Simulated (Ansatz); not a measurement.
BP: several calculations on one system

Part 1: Relaxation

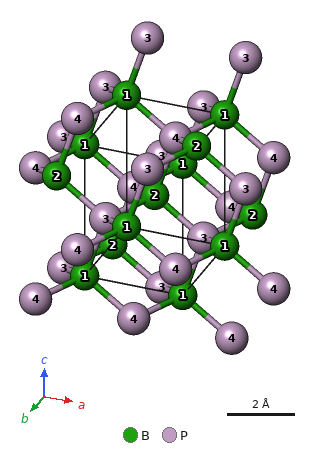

Solid BP (set up in Imm2), before the relaxation. The picture is a ball-and-stick view of the cell of the calculation, reduced to other axes, seen from a free direction. Lengths and directions refer to the drawn axes.

Case: uniaxial strain along a of +3.0 %; b, c and atoms relaxed.

Computed with DFT PBEsol, scalar-relativistic, plane waves, PAW in Ansatz 0.2.0.

Input
```yaml
crystal:
  lattice:
    - [2.3279037773, 2.3279037773, 0.0]
    - [-2.243149999, 2.243149999, 0.0]
    - [0.0, 0.0, 4.486299998]
  atoms:
    - { symbol: B, position: [0.0, 0.0, -0.000671187] }
    - { symbol: B, position: [0.5, 0.5, 0.499328813] }
    - { symbol: P, position: [0.5, 0.0, 0.750671187] }
    - { symbol: P, position: [0.0, 0.5, 0.250671187] }
basis:
  ecutwfc: 420
kpoints:
  mp_grid: { grid: [8, 8, 6] }
hamiltonian:
  xc: pbesol
scf:
  occupations: { method: gaussian, width: 0.02 }
output:
  forces: true
  stress: true
  eigenvalues: true
relax:
  adjacent_minimum: "off"
  f_tol: 0.008
  max_steps: 40
  cell: { stress_tol: 0.015, fix: [a, angles] }
```

Launched with:
```bash
ansatz run input.yaml --threads 1 --pin off --max-ram 2560MiB --backend cpu --events-out ev --progress --plain --runs-dir out
```

Predict the outcome.

No atom moves by more than 0.005 Å relative to the cell. The volume changes by +0.8 %, with a 3.172 → 3.195 Å (+0.7 %), b unchanged at 3.292 Å, c 4.486 → 4.488 Å (0.0 %). Some distances before and after: B1–P4 1.946 → 1.959 Å. The space group stays Imm2 (No. 44). The energy falls by 1.1 meV per atom in 5 accepted moves (7 points after the start). Largest force component: 0.16 eV/Å at the start, under 0.0001 eV/Å at the end. The pressure goes from −2.22 to −3.51 GPa. At 2 points the geometry stayed and the basis and grid were re-selected for the new cell (energy shift of 0.1 meV per atom at most each time).

Step by step:

```json
{"step": "0", "E − E(0), meV/atom": "0.00", "largest force component, eV/Å": "0.1646", "pressure, GPa": "-2.22", "volume, Å³/atom": "11.713", "note": ""}
{"step": "1", "E − E(0), meV/atom": "-0.72", "largest force component, eV/Å": "0.1336", "pressure, GPa": "-2.93", "volume, Å³/atom": "11.761", "note": ""}
{"step": "2", "E − E(0), meV/atom": "-1.00", "largest force component, eV/Å": "0.0464", "pressure, GPa": "-3.48", "volume, Å³/atom": "11.799", "note": ""}
{"step": "3", "E − E(0), meV/atom": "-1.03", "largest force component, eV/Å": "0.0019", "pressure, GPa": "-3.52", "volume, Å³/atom": "11.802", "note": ""}
{"step": "4", "E − E(0), meV/atom": "-1.03", "largest force component, eV/Å": "0.0000", "pressure, GPa": "-3.51", "volume, Å³/atom": "11.801", "note": ""}
{"step": "5", "E − E(0), meV/atom": "-1.10", "largest force component, eV/Å": "0.0001", "pressure, GPa": "-3.51", "volume, Å³/atom": "11.801", "note": "same geometry, new basis"}
{"step": "6", "E − E(0), meV/atom": "-1.10", "largest force component, eV/Å": "0.0000", "pressure, GPa": "-3.51", "volume, Å³/atom": "11.801", "note": ""}
{"step": "7", "E − E(0), meV/atom": "-1.10", "largest force component, eV/Å": "0.0000", "pressure, GPa": "-3.51", "volume, Å³/atom": "11.801", "note": "same geometry, new basis"}
```

Part 2: Relaxation

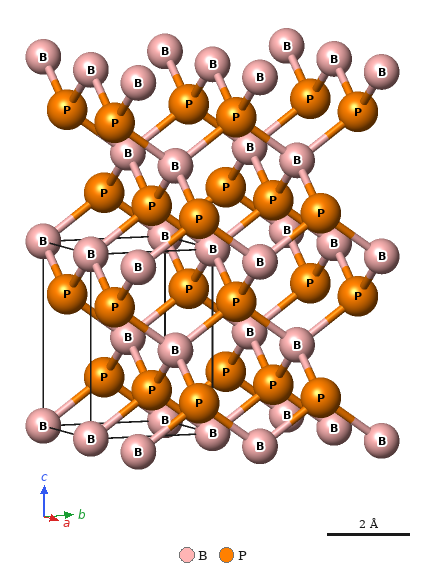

Starting structure of crystalline BP (set up in Imm2). The picture is a ball-and-stick view of the cell of the calculation, repeated 2 × 2 × 2 with one cell outlined, seen slightly off an axis.

Case: uniaxial strain along a of -3.0 %; b, c and atoms relaxed.

The calculation used DFT PBEsol, scalar-relativistic, plane waves, PAW in Ansatz.

Input
```yaml
crystal:
  lattice:
    - [2.192297732, 2.192297732, 0.0]
    - [-2.2770515103, 2.2770515103, 0.0]
    - [0.0, 0.0, 4.5541030206]
  atoms:
    - { symbol: B, position: [0.0, 0.0, 0.0007258427] }
    - { symbol: B, position: [0.5, 0.5, 0.5007258427] }
    - { symbol: P, position: [0.5, 0.0, 0.7492741573] }
    - { symbol: P, position: [0.0, 0.5, 0.2492741573] }
basis:
  ecutwfc: 420
kpoints:
  mp_grid: { grid: [8, 8, 6] }
hamiltonian:
  xc: pbesol
scf:
  occupations: { method: gaussian, width: 0.02 }
output:
  forces: true
  stress: true
  eigenvalues: true
relax:
  adjacent_minimum: "off"
  f_tol: 0.008
  max_steps: 40
  cell: { stress_tol: 0.015, fix: [a, angles] }
```

Command:
```bash
ansatz run input.yaml --threads 1 --pin off --max-ram 2560MiB --backend cpu --events-out ev --progress --plain --runs-dir out
```

### What does the optimiser find from here?

The atoms keep their places relative to the cell (all moves are under 0.005 Å). Cell: a unchanged at 3.100 Å, b 3.220 → 3.198 Å (−0.7 %), c 4.554 → 4.550 Å (−0.1 %). Volume −0.8 %. Some distances before and after: B1–P4 1.968 → 1.955 Å. The space group stays Imm2 (No. 44). After 4 accepted moves (6 points after the start) the energy has fallen by 1.2 meV per atom. The largest force component goes from 0.19 to under 0.0001 eV/Å. The pressure goes from 2.89 to 4.16 GPa. The SCF was repeated twice at an unchanged geometry on a basis and grid sized afresh for the cell, which shifted the energy by 0.1 meV per atom at most. Cost: 26 s on 1 thread of Intel(R) Xeon(R) 6975P-C (Granite Rapids) (shared host), peak memory 0.44 GiB.

Step by step:

| step | E − E(0), meV/atom | largest force component, eV/Å | pressure, GPa | volume, Å³/atom | note |
| --- | --- | --- | --- | --- | --- |
| 0 | 0.00 | 0.1923 | 2.89 | 11.367 |  |
| 1 | -0.87 | 0.1429 | 3.60 | 11.319 |  |
| 2 | -1.25 | 0.0274 | 4.28 | 11.274 |  |
| 3 | -1.25 | 0.0001 | 4.16 | 11.281 |  |
| 4 | -1.19 | 0.0001 | 4.15 | 11.281 | same geometry, new basis |
| 5 | -1.19 | 0.0000 | 4.16 | 11.280 |  |
| 6 | -1.19 | 0.0000 | 4.16 | 11.280 | same geometry, new basis |

Part 3: A change

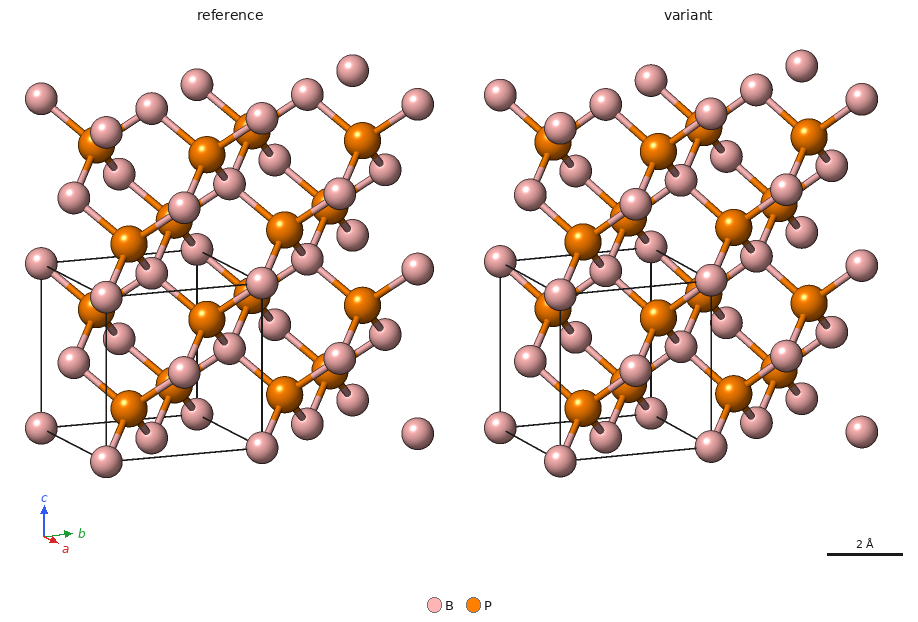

Left: crystalline BP (set up in F-43m). Right: the same structure after one change, at the same scale. Style: ball-and-stick. Shown: the conventional cell (2 times the calculation's cell), repeated 1 × 2 × 2 with one cell outlined, slightly off an axis. Lengths and directions refer to the drawn axes.

Level of theory: DFT PBEsol, scalar-relativistic, plane waves, PAW (Ansatz). (plane-wave cutoff 420 eV; k-point mesh 8 × 8 × 6; occupations gaussian; smearing width 0.02 eV; no spin polarisation)

Q: What distinguishes the right structure from the left one?

A: Uniaxial strain along a, −4.5 %, is applied. The b and c axes and the atoms are relaxed.

Q: How do the computed properties respond?

A: Cell: a = b 4.520 → 4.422 Å (−2.2 %), c 4.520 → 4.565 Å (+1.0 %), γ 90.0° → 92.7°. Volume −3.5 %. The largest moves relative to the cell, 0.011 Å, are those of B and P atoms. By element the largest moves are P 0.011 Å, B 0.011 Å. Among the bonded contacts that change: B–P 1.957 → 1.919 to 1.953 Å. The space group (tolerance 0.01 Å) goes from F-43m (No. 216) to Imm2 (No. 44). The energy rises by 30.6 meV per atom. The pressure goes from 0.0 to 6.5 GPa. The principal stresses (compression positive) are 19.5 GPa along [1 1 0] and none across it.

Part 4: Series

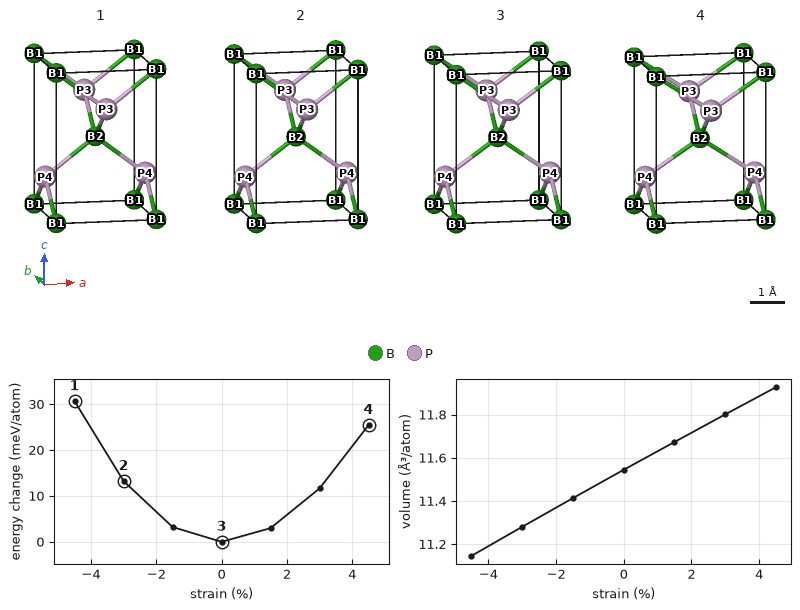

Members of a series of calculations on a crystal of BP (set up in F-43m), marked on the first curve. A ball-and-stick model of the cell of the calculation, seen slightly off an axis.

All numbers below come from Ansatz, DFT PBEsol, scalar-relativistic, plane waves, PAW. (plane-wave cutoff 420 eV; k-point mesh 8 × 8 × 6; occupations gaussian; smearing width 0.02 eV; no spin polarisation)

Which kind of strain is it, and how does the structure respond?

Uniaxial strain along a; b, c and atoms relaxed. 1 (strain −4.5 %): energy change 30.6 meV/atom, volume 11.15 Å³ per atom. 2 (strain −3.0 %): energy change 13.2 meV/atom, volume 11.28 Å³ per atom. 3 (strain 0.0 %): energy change 0.0 meV/atom, volume 11.54 Å³ per atom. 4 (strain 4.5 %): energy change 25.4 meV/atom, volume 11.93 Å³ per atom. The rest compares 1 with 4. The drawn cell changes as follows: a 3.052 → 3.340 Å (+9.4 %), b 3.199 → 3.194 Å (−0.2 %), c 4.565 → 4.472 Å (−2.0 %); the volume changes by +7.0 %. Among the bonded contacts that change: B–P 1.919 → 2.000 Å, B–P 1.953 → 1.959 Å.
